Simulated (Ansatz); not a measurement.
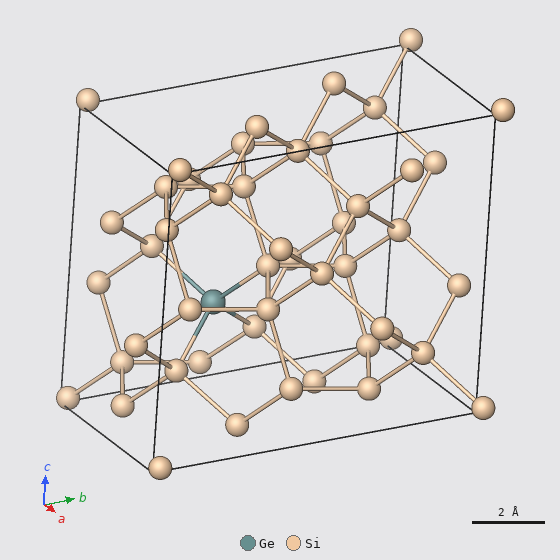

View slightly off an axis, drawn as a ball-and-stick model. Thin lines show the supercell, with boundary atoms drawn in all their periodic places. The host is Si, in a cell of 36 sites, and the cell carries a charge of +1.

What defect is present?

Germanium on a silicon site (a substitutional impurity). It is bonded to four Si in a tetrahedral arrangement at about 2.4 Å.

The calculation used DFT PBE, scalar-relativistic, plane waves, PAW (Ansatz 0.2.0), with a cutoff energy of 420 eV, k-point mesh 2×2×2, Gaussian smearing of 0.02 eV, collinear spins.

Does the defect carry a magnetic moment?

No net moment.

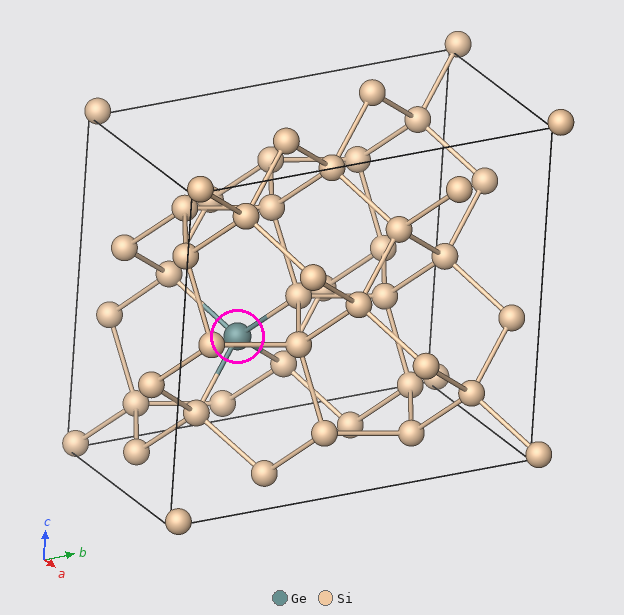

The same cell with a ring at the defect's site.

The atoms were relaxed in the host's cell with DFT PBE, scalar-relativistic, plane waves, PAW (Ansatz).
